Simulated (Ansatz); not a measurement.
**Single-point calculation, with input and output: MoS$_{2}$**

- system: MoS$_{2}$ (P6₃/mmc, 6 atoms in the cell)
- method: DFT PBE, scalar-relativistic, plane waves, PAW, spin-polarised (Ansatz 0.2.0)

The structure derives from a Materials Project entry. Figures and captions count atoms from 1; the log counts them from 0 in places.

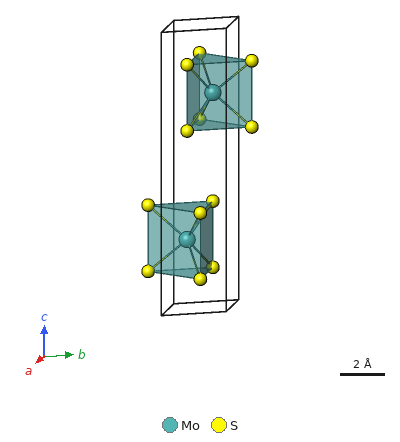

The input geometry (polyhedral view of the cell of the calculation, seen slightly off an axis; polyhedra are completed across the faces of the cell).

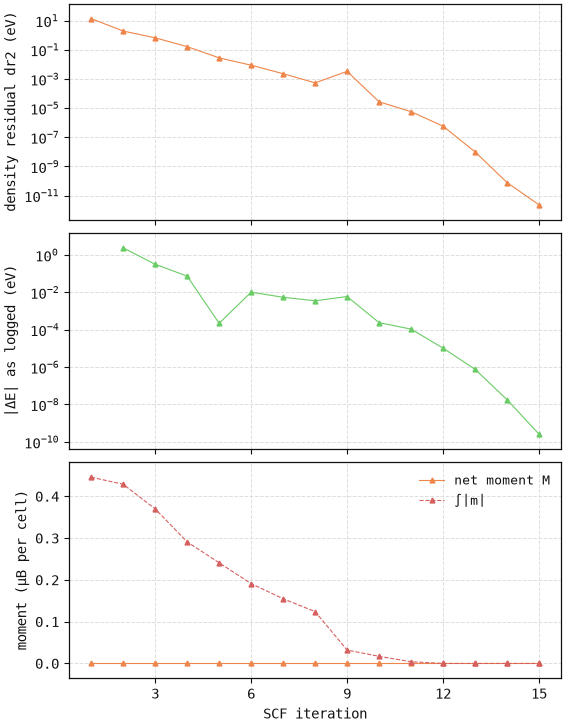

Convergence of the self-consistent field: density residual dr2, size of the energy change and magnetic moment against the SCF iteration. The residual comes down, with one marked jump up, by a factor of about 6, at step 9. The net moment stays at 0.0 μB per cell, and ∫|m| falls to zero.

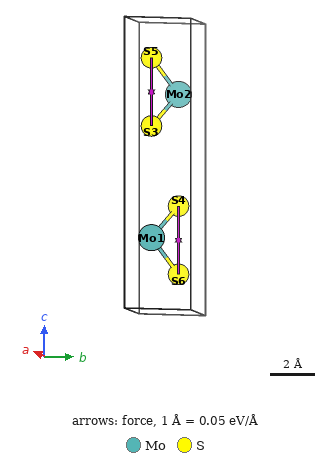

Forces on the atoms as pink arrows (ball-and-stick view of the cell of the calculation, seen at an oblique angle; atoms are numbered from 1 in the order of the input). The largest act on all 4 S atoms (0.09 eV/Å). The geometry is not a stationary point of this energy.

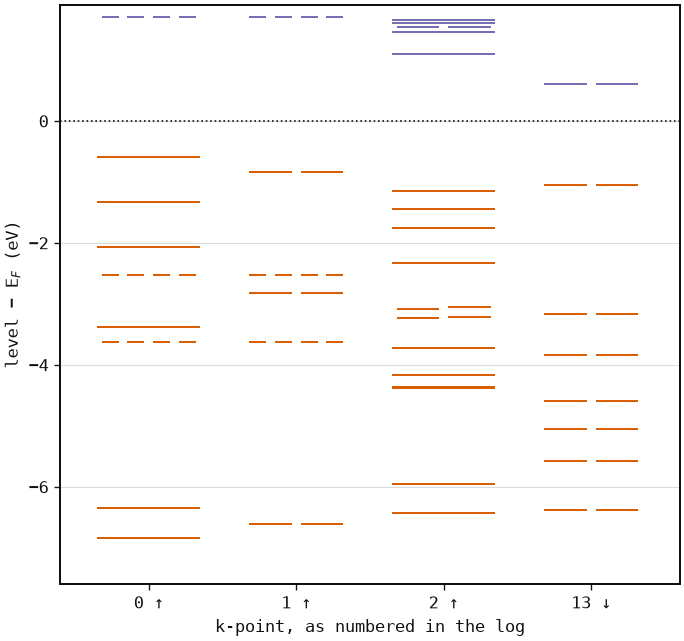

Kohn–Sham levels near the Fermi level (dotted) at the few k-points that the log prints; levels within 0.02 eV of each other stand side by side. Among these points the highest filled and lowest empty levels are 1.21 eV apart, which is the gap on the mesh.

These pictures come from the run below.

**Input file**
```yaml
crystal:
  lattice:
    - [3.1922379121, 0.0, 0.0]
    - [-1.5961189561, 2.7645591268, 0.0]
    - [0.0, 0.0, 13.378294]
  atoms:
    - { symbol: Mo, position: [0.66666667, 0.33333333, 0.25], spin: 1.0 }
    - { symbol: Mo, position: [0.33333333, 0.66666667, 0.75], spin: 1.0 }
    - { symbol: S, position: [0.66666667, 0.33333333, 0.633082] }
    - { symbol: S, position: [0.33333333, 0.66666667, 0.366918] }
    - { symbol: S, position: [0.66666667, 0.33333333, 0.866918] }
    - { symbol: S, position: [0.33333333, 0.66666667, 0.133082] }
basis:
  ecutwfc: 420
kpoints:
  mp_grid: { grid: [6, 6, 2] }
hamiltonian:
  xc: pbe
scf:
  occupations: { method: gaussian, width: 0.1 }
  lower_state_search: "off"
output:
  forces: true
  stress: true
  eigenvalues: true
  populations: true
magnetization:
  spin_polarized: true
```

Command:
```bash
ansatz run input.yaml --threads 1 --pin off --max-ram 2560MiB --backend cpu --events-out ev --progress --plain --runs-dir out
```

**What the program printed**
```
Engine: ansatz 0.2.0, x86_64-unknown-linux-gnu
Pseudopotentials: kind: paw
Pseudopotential: Mo, paw, valence charge 14, recommended cutoff 420 eV (normal), Mo.paw.azcp
Pseudopotential: S, paw, valence charge 6, recommended cutoff 420 eV (normal), S.paw.azcp
Functional definition: PBE
  parameter kappa = 0.804
  parameter beta = 0.06672455060314922
  exchange = pbe_x(kappa = kappa, mu = beta*pi^2/3)
  correlation = pbe_c(beta = beta)
Crystal: 6 atoms, lattice volume = 118.065 Å³
Basis set: ecut = 420 eV, 2325 PW (Γ), exchange–correlation on 48×48×180 points (8 copies of the dense FFT grid, shifted against one another)
Bands: 33, of which v1, the nominal top of the filled ones, is band 26 counted from 1 (25 counted from 0)
Symmetry: 24 space group operations
Space group: P63/mmc (ITA 194), of the structure as read, at distance tolerance 4.9e-5 Å
Magnetic group: BNS 194.263 (UNI 1493), of the structure as read, at distance tolerance 4.9e-5 Å
k-points: 14 of 72
Non-local potential: Mo, projectors of the file, l = 0: 3, l = 1: 2, l = 2: 2, l = 3: 1
Non-local potential: S, projectors of the file, l = 0: 2, l = 1: 2, l = 2: 2
PAW form: soft (Blöchl's): semilocal exchange-correlation on the pseudo side does not see the compensation charge
PAW one-centre angular grid: Mo, 590 points (default); XC on 64 Gauss nodes
PAW one-centre angular grid: S, 110 points (default); XC on 64 Gauss nodes
Initial density: superposition of atomic densities (chi_scale 0.1, normalization cell)
Starting moments: Σ|m| = 2 μB on 2 of 6 sites
Initial wavefunctions: pseudopotential atomic-orbital guess
Functional: x = pbe(κ = 0.804, μ = 0.2195149727645171), c = pbe(β = 0.06672455060314922)
SCF iter   1: F=—  HF=-13528.348096 eV  |F-HF|=—  |Δ(HF+E_count)|=         —  Δρ=6.41e-2 (↑6.41e-2 ↓3.08e-2)  dr2=1.37e1  dr2_m=7.44e-1  M=0.000 μB ∫|m|=0.446 μB  β_m=0.30  ethr=3.10e-3  ⟨swp⟩=6.6  Hψ=4106  notcnv=0
preconditioner: auto → Resta (q_TF=auto, 2.380 Å⁻¹)  ε∞=6.5  [insulator: Δε(μ)=0.769 eV  Ē_g=8.719 eV  σ=0.100 eV  W_gap=1.00  n_scr=28 (ndim 8)  ℏωp=20.5 eV  f_vac=0.037  D(μ)=0.00/eV (n_scr^D=0)  ε∞_Penn≈6.5]
spin=Collinear: Resta preconditioning applied to the charge; magnetization (m = ρ↑ − ρ↓) channel mixes plain (no charge-response kernel on spin).
SCF iter   2: F=—  HF=-13525.986596 eV  |F-HF|=—  |Δ(HF+E_count)|=    2.36e0  Δρ=3.25e-2 (↑3.25e-2 ↓1.92e-2)  dr2=1.93e0  dr2_m=3.68e-1  M=0.000 μB ∫|m|=0.429 μB  β_m=0.30  ethr=3.10e-3  ⟨swp⟩=2.9  Hψ=2063  notcnv=0  defer=38
SCF iter   3: F=—  HF=-13525.672821 eV  |F-HF|=—  |Δ(HF+E_count)|=   3.14e-1  Δρ=1.68e-2 (↑1.61e-2 ↓1.68e-2)  dr2=6.61e-1  dr2_m=1.90e-1  M=0.000 μB ∫|m|=0.370 μB  β_m=0.30  ethr=3.10e-3  ⟨swp⟩=2.3  Hψ=1452  notcnv=0  defer=40
SCF iter   4: F=—  HF=-13525.600039 eV  |F-HF|=—  |Δ(HF+E_count)|=   7.28e-2  Δρ=1.30e-2 (↑1.30e-2 ↓7.76e-3)  dr2=1.65e-1  dr2_m=1.04e-1  M=0.000 μB ∫|m|=0.291 μB  β_m=0.30  ethr=1.27e-3  ⟨swp⟩=2.2  Hψ=1541  notcnv=0  defer=40
SCF iter   5: F=—  HF=-13525.599818 eV  |F-HF|=—  |Δ(HF+E_count)|=   2.20e-4  Δρ=8.50e-3 (↑6.20e-3 ↓8.50e-3)  dr2=2.79e-2  dr2_m=5.58e-2  M=0.000 μB ∫|m|=0.241 μB  β_m=0.30  ethr=3.16e-4  ⟨swp⟩=2.2  Hψ=1482  notcnv=0  defer=40
SCF iter   6: F=—  HF=-13525.609905 eV  |F-HF|=—  |Δ(HF+E_count)|=   1.01e-2  Δρ=6.26e-3 (↑6.26e-3 ↓4.57e-3)  dr2=8.75e-3  dr2_m=3.12e-2  M=0.000 μB ∫|m|=0.191 μB  β_m=0.30  ethr=5.36e-5  ⟨swp⟩=2.1  Hψ=1344  notcnv=0  defer=40
SCF iter   7: F=—  HF=-13525.615306 eV  |F-HF|=—  |Δ(HF+E_count)|=   5.40e-3  Δρ=4.29e-3 (↑3.78e-3 ↓4.29e-3)  dr2=2.29e-3  dr2_m=1.74e-2  M=0.000 μB ∫|m|=0.155 μB  β_m=0.30  ethr=1.68e-5  ⟨swp⟩=2.2  Hψ=1293  notcnv=0  defer=40
Mixer restart at iter 7: flushing history
spin-set hold released at iteration 7 (site moments contracting): the magnetisation degrees of freedom join the quasi-Newton model from the next iteration; the mixer history was flushed
SCF iter   8: F=—  HF=-13525.618796 eV  |F-HF|=—  |Δ(HF+E_count)|=   3.49e-3  Δρ=3.05e-3 (↑3.02e-3 ↓3.05e-3)  dr2=5.39e-4  dr2_m=9.84e-3  M=0.000 μB ∫|m|=0.124 μB  β_m=0.65  ethr=4.40e-6  ⟨swp⟩=1.5  Hψ=1045  notcnv=0  defer=40
SCF iter   9: F=—  HF=-13525.624699 eV  |F-HF|=—  |Δ(HF+E_count)|=   5.90e-3  Δρ=9.67e-4 (↑1.26e-4 ↓9.67e-4)  dr2=3.31e-3  dr2_m=2.20e-4  M=0.000 μB ∫|m|=0.032 μB  β_m=0.56  ethr=1.04e-6  ⟨swp⟩=2.7  Hψ=1756  notcnv=0  defer=40
SCF iter  10: F=—  HF=-13525.624462 eV  |F-HF|=—  |Δ(HF+E_count)|=   2.37e-4  Δρ=2.21e-4 (↑2.21e-4 ↓2.02e-4)  dr2=2.70e-5  dr2_m=4.59e-5  M=0.000 μB ∫|m|=0.017 μB  β_m=0.78  ethr=1.04e-6  ⟨swp⟩=2.9  Hψ=1773  notcnv=0  defer=40
SCF iter  11: F=—  HF=-13525.624569 eV  |F-HF|=—  |Δ(HF+E_count)|=   1.07e-4  Δρ=4.97e-5 (↑4.32e-5 ↓4.97e-5)  dr2=5.71e-6  dr2_m=1.92e-6  M=0.000 μB ∫|m|=0.004 μB  β_m=0.89  ethr=5.20e-8  ⟨swp⟩=2.2  Hψ=1723  notcnv=0  defer=40
SCF iter  12: F=—  HF=-13525.624580 eV  |F-HF|=—  |Δ(HF+E_count)|=   1.03e-5  Δρ=8.28e-6 (↑8.28e-6 ↓7.46e-6)  dr2=5.77e-7  dr2_m=2.75e-8  M=0.000 μB ∫|m|=0.000 μB  β_m=0.94  ethr=1.10e-8  ⟨swp⟩=2.0  Hψ=1389  notcnv=0  defer=40
iter 13 did not close the SCF: its close was put off for a magnetic moment that had not settled (scf_convergence_deferred on its scf_iter line)
SCF iter  13: F=-13525.624580 eV  HF=-13525.624580 eV  |F-HF|=1.18e-8  |Δ(HF+E_count)|=   7.57e-7  Δρ=2.10e-6 (↑2.10e-6 ↓1.72e-6)  dr2=1.00e-8  dr2_m=2.94e-9  M=0.000 μB ∫|m|=0.000 μB  β_m=0.97  ethr=1.92e-10  ⟨swp⟩=8.8  Hψ=4140  notcnv=0
iter 14 did not close the SCF: its close was put off for a magnetic moment that had not settled (scf_convergence_deferred on its scf_iter line)
SCF iter  14: F=-13525.624580 eV  HF=-13525.624580 eV  |F-HF|=1.82e-10  |Δ(HF+E_count)|=   1.80e-8  Δρ=3.39e-7 (↑2.94e-7 ↓3.39e-7)  dr2=7.89e-11  dr2_m=8.68e-11  M=0.000 μB ∫|m|=0.000 μB  β_m=0.99  ethr=1.93e-11  ⟨swp⟩=1.7  Hψ=2558  notcnv=0
SCF iter  15: F=-13525.624580 eV  HF=-13525.624580 eV  |F-HF|=3.64e-12  |Δ(HF+E_count)|=  2.58e-10  Δρ=4.74e-8 (↑4.74e-8 ↓4.34e-8)  dr2=2.31e-12  dr2_m=1.68e-12  M=0.000 μB ∫|m|=0.000 μB  ethr=1.00e-12  ⟨swp⟩=1.0  Hψ=2410  notcnv=0
WARN: the starting moments were not kept: the SCF closed with an absolute magnetisation of 1.9e-6 μB, where they sum to 2 μB in size (2 sites). That is at most 0.1 of that sum. Measured as dr2_m measures the in/out step, that magnetisation stands 2.1e-13 eV from none, at or under the dr2_threshold of 1.0e-7 eV: it is no larger than a step whose dr2_m would equal this threshold. The system may hold no moment; this SCF shows only that its start led to no more than that. To try another start: raise the starting moments (crystal.atoms[].spin, magnetization.per_species, magnetization.initial_magnetization, or on a non-collinear deck that types none of these the spinor_matrix: blocks that start its atoms; where the total moment is fixed, keep their sum and leave initial_magnetization as it is; typed ones take the place of any that the run laid by itself, positive ones on a crystal's lanthanoids without a Hubbard term where scf.initial_density.shell_occupations: [] is typed) or, if the notice of its spin-set hold's release reads "site moments contracting" or "site moments show no strong build", lengthen the hold (scf.mixing.spin_hold: { on: { confirm: 4 } }; for m-r²SCAN on two components see the key's manual first). Each may lead to a state that holds a moment. A second SCF, from the converged charge density, with the starting moments and any scf.initial_density.shell_occupations laid on it anew, would have followed, and was not run: the deck does not ask for one (magnetization.retry_lost_moments is false, the default). To let it run, set magnetization.retry_lost_moments: true and run the deck again, where that key's refused combinations let it; where memory then withholds it, that run's warning says so.
SCF 1 converged in 15 iterations: F = -13525.624580 eV  dr2 = 2.31e-12
  greatest PAW one-centre occupation: 0.998 electrons in one spin orbital (limit 2), on the Mo atom at site 1 (counted from 0), in its partial waves of l = 0
SCF converged after 15 iterations
Magnetization: 0.0000 μB (26.0000 up, 26.0000 down)
Absolute magnetization: 0.0000 μB (∫|ρ↑−ρ↓|, with the PAW one-centre terms)
Spin contamination: 0.0000 ħ² per cell (⟨S²⟩ above its minimum at these occupations)
Per-site moments (μB) at R_I (Å): [(1.4631622951984035e-7, 0.9971415466811294), (1.4631622944059079e-7, 0.9971415466811292), (-3.1320434564363406e-8, 0.9971415466811298), (-3.1320434570566e-8, 0.9971415466811294), (-3.1320434604538205e-8, 0.9971415466811292), (-3.1320434627510864e-8, 0.9971415466811294)]
Free energy (F): -13525.624580 eV
Harris-Foulkes:  -13525.624580 eV  (|F-HF|=3.64e-12)
Internal energy: -13525.624580 eV  (E = F + TS)
E sigma→0 (E₀):  -13525.624580 eV
Fermi energy:    9.766120 eV
--- Per-component energies (eV) ---
  E_band       = -388.316880
  E_kinetic    = 1309.083876
  E_local      = -4679.273953  (includes V_loc(G=0)·N_el)
  E_nonlocal   = 398.120974
  E_hartree    = 1849.348219
  E_xc         = -755.890954
  E_vxc        = -808.467647  (∫ρ·V_xc dr)
  E_paw        = -8802.891366  (= ΣΔE_a)
  E_vpaw       = -306.476717  (= ΣTr[D̂ρ^β])
  E_aug_tail   = 0.000086  (compensation charges beyond the density's cutoff)
  E_ewald      = -2844.121462
  E_smearing   = -0.000000  (= −TS)
  E_closure    = 0.000000  (closes the sum)
  Σ components = -13525.624580   (vs F -13525.624580, Δ=0.00e0)
--- Forces (eV/Å), atoms counted from 1 ---
  atom   1  Mo     0.00000000     0.00000000     0.00000000
  atom   2  Mo    -0.00000000    -0.00000000     0.00000000
  atom   3  S      0.00000000    -0.00000000     0.08824113
  atom   4  S     -0.00000000     0.00000000    -0.08824113
  atom   5  S      0.00000000    -0.00000000    -0.08824113
  atom   6  S     -0.00000000     0.00000000     0.08824113
  max |Σ_I F_I| component: 1.85e-17 eV/Å
--- Stress (GPa, compression-positive) ---
       -0.671126       0.000000       0.000000
       -0.000000      -0.671126       0.000000
        0.000000       0.000000      -0.252544
  P = ⅓ Tr σ = -0.5316 GPa (-5.316 kbar)
--- Band table (eV; the first three rows and the last of 28) ---
  k-point 0 ↑: bands = ["-52.1375", "-52.1375", "-26.2688", "-26.2688", "-26.0686", "-26.0686", "-26.0685", "-26.0685", "-5.3526", "-5.2620", "-4.0931", "-3.9373", "2.9215", "3.4164", "6.1417", "6.1417", "6.1454", "6.1454", "6.3814", "7.2309", "7.2309", "7.2438", "7.2438", "7.6979", "8.4311", "9.1706", "11.4693", "11.4693", "11.4785", "11.4785", "11.6909", "11.6909", "11.7446"]
  k-point 1 ↑: bands = ["-52.1375", "-52.1375", "-26.2688", "-26.2688", "-26.0686", "-26.0686", "-26.0686", "-26.0686", "-5.3097", "-5.3097", "-4.0132", "-4.0132", "3.1470", "3.1470", "6.1436", "6.1436", "6.1436", "6.1436", "6.9369", "6.9369", "7.2374", "7.2374", "7.2374", "7.2374", "8.9261", "8.9261", "11.4730", "11.4730", "11.4730", "11.4730", "11.7185", "11.7185", "11.7185"]
  k-point 2 ↑: bands = ["-52.1285", "-52.1285", "-26.2508", "-26.2508", "-26.1601", "-26.1601", "-26.0895", "-26.0895", "-4.9636", "-4.8761", "-3.9234", "-3.7869", "3.3382", "3.8124", "5.3845", "5.4100", "5.5975", "6.0494", "6.5373", "6.5477", "6.6881", "6.7059", "7.4283", "8.0071", "8.3145", "8.6150", "10.8721", "11.2227", "11.3023", "11.3027", "11.3755", "11.4269", "12.0320"]
  k-point 13 ↓: bands = ["-52.0971", "-52.0971", "-26.3389", "-26.3389", "-26.2976", "-26.2976", "-26.1876", "-26.1876", "-3.2111", "-3.2111", "-3.1228", "-3.1228", "3.3906", "3.3906", "4.1885", "4.1885", "4.7117", "4.7117", "5.1688", "5.1688", "5.9188", "5.9188", "6.5995", "6.5995", "8.7214", "8.7214", "10.3787", "10.3787", "11.7735", "11.7735", "12.2280", "12.2280", "13.5020"]
--- Löwdin populations: 6 sites ---
  site symbol       q [e]    m [muB]
     0     Mo     13.6608     0.0000
     1     Mo     13.6608     0.0000
     2      S      6.0701    -0.0000
     3      S      6.0701    -0.0000
     4      S      6.0701    -0.0000
     5      S      6.0701    -0.0000
  spilling = 0.007649 (of n_electrons = 52.000000)
```

**File populations.tsv**
```
# site	symbol	l	j	q_up	q_dn
# orbitals = lowdin
# n_electrons = 52.000000
# spilling = 0.007649
0	Mo	0_4S	-	0.983873	0.983873
0	Mo	0_5S	-	0.260154	0.260154
0	Mo	1_4P	-	2.997031	2.997031
0	Mo	2_4D	-	2.589362	2.589362
1	Mo	0_4S	-	0.983873	0.983873
1	Mo	0_5S	-	0.260154	0.260154
1	Mo	1_4P	-	2.997031	2.997031
1	Mo	2_4D	-	2.589362	2.589362
2	S	0_3S	-	0.886669	0.886669
2	S	1_3P	-	2.148406	2.148406
3	S	0_3S	-	0.886669	0.886669
3	S	1_3P	-	2.148406	2.148406
4	S	0_3S	-	0.886669	0.886669
4	S	1_3P	-	2.148406	2.148406
5	S	0_3S	-	0.886669	0.886669
5	S	1_3P	-	2.148406	2.148406
```

**Key numbers**

```json
{"quantity": "outcome", "value": "converged"}
{"quantity": "space group (tolerance 0.01 Å)", "value": "P6₃/mmc (194)"}
{"quantity": "electrons treated", "value": "52"}
{"quantity": "free energy", "value": "−13525.6246 eV"}
{"quantity": "Fermi energy", "value": "9.766 eV"}
{"quantity": "gap on the k-point mesh", "value": "1.21 eV"}
{"quantity": "net moment of the cell", "value": "0.00 μB"}
{"quantity": "integrated absolute moment", "value": "0.00 μB"}
{"quantity": "pressure", "value": "−0.53 GPa"}
{"quantity": "largest force (length of the vector)", "value": "0.088 eV/Å"}
{"quantity": "hardware", "value": "1 thread of Oxide Virtual Turin-like (Zen 5), 32 GiB of memory available, shared host"}
{"quantity": "wall time", "value": "7.2 s"}
{"quantity": "peak memory", "value": "0.47 GiB"}
```

**Notes**

The program warns: some starting moments were not kept.
